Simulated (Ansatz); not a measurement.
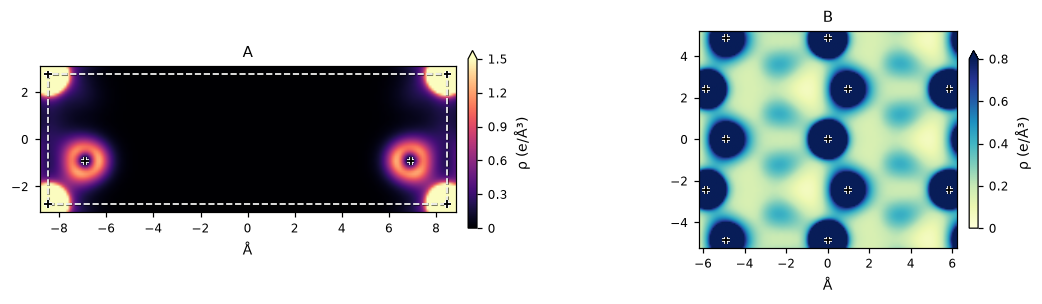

The valence electron density of 2 systems, each on a plane through atoms (crosses mark nuclei in the plane).

Level of theory: DFT r2SCAN, scalar-relativistic, plane waves, PAW (Ansatz).

System 1: TaAs, the (110) plane of the conventional cell. Space group I4₁md; a structure from a database of computed crystals, not necessarily the ambient phase.

System 2: WS$_{2}$, the (110) plane of the conventional cell. Space group P-6m2; a structure from a database of computed crystals, not necessarily the ambient phase.

```yaml
crystal:
  lattice:
    - [3.18110, 0.00000, 0.00000]
    - [-1.59055, 2.75491, 0.00000]
    - [0.00000, 0.00000, 16.95074]
  atoms:
    - { symbol: W, position: [0.33333, 0.66667, 0.00000] }
    - { symbol: S, position: [0.66667, 0.33333, 0.90802] }
    - { symbol: S, position: [0.66667, 0.33333, 0.09198] }
```

Match each panel to its system.

Answer. Panel A is system 2, WS$_{2}$: the plane holds W and S. W–S (2.41 Å): ρ is about 0.64 e/Å³ halfway. Panel B is system 1, TaAs: the plane holds Ta and As. Ta–As (2.62 Å): ρ is about 0.42 e/Å³ halfway.
